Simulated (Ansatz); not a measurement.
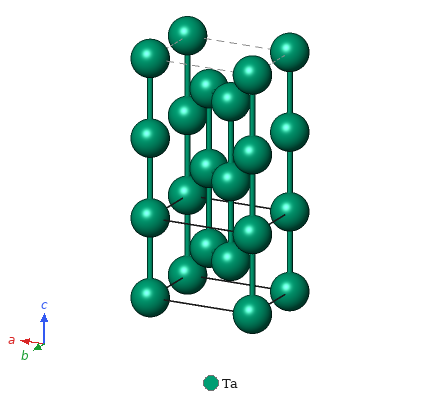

Ta (P6/mmm, No. 191): the input geometry of a calculation; the starting structure was generated, so it need not be a known form of this composition.

```
Ta
1.0
     4.84931    0.00000    0.00000
    -2.42466    4.19963    0.00000
     0.00000    0.00000    2.71223
Ta
3
Direct
  0.00000 0.00000 0.00000
  0.33333 0.66667 0.50000
  0.66667 0.33333 0.50000
```

What will a Z-contrast image along [102] show? Simulated incoherent Z contrast: every atom adds Z^1.7 spread by a probe of 0.94 Å full width; channelling and multiple scattering are left out.

Answer. The columns repeat on a rectangular net of 1.81 × 4.20 Å (plane group p2mm). All columns are alike (Ta). The shortest distance between visible columns is 1.40 Å in projection. Along the beam the structure repeats every 7.28 Å.

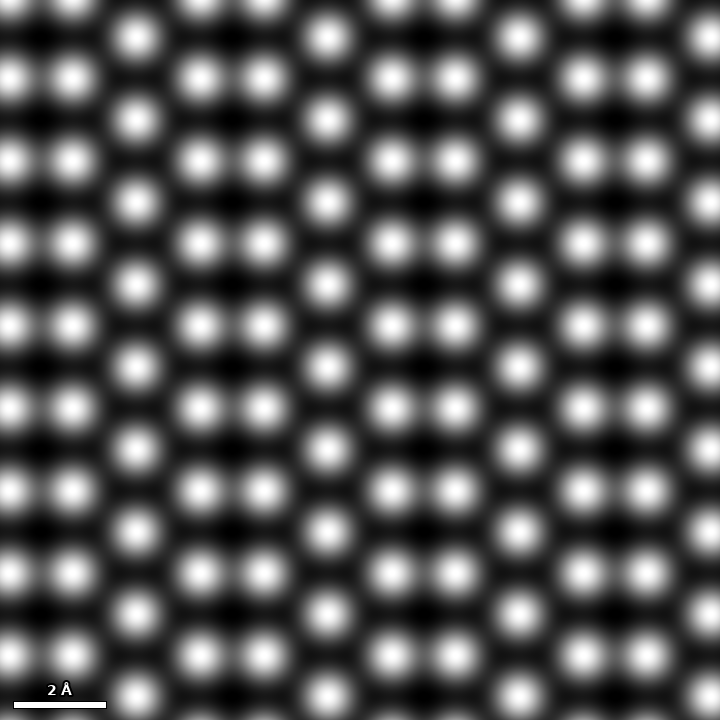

The simulated image.
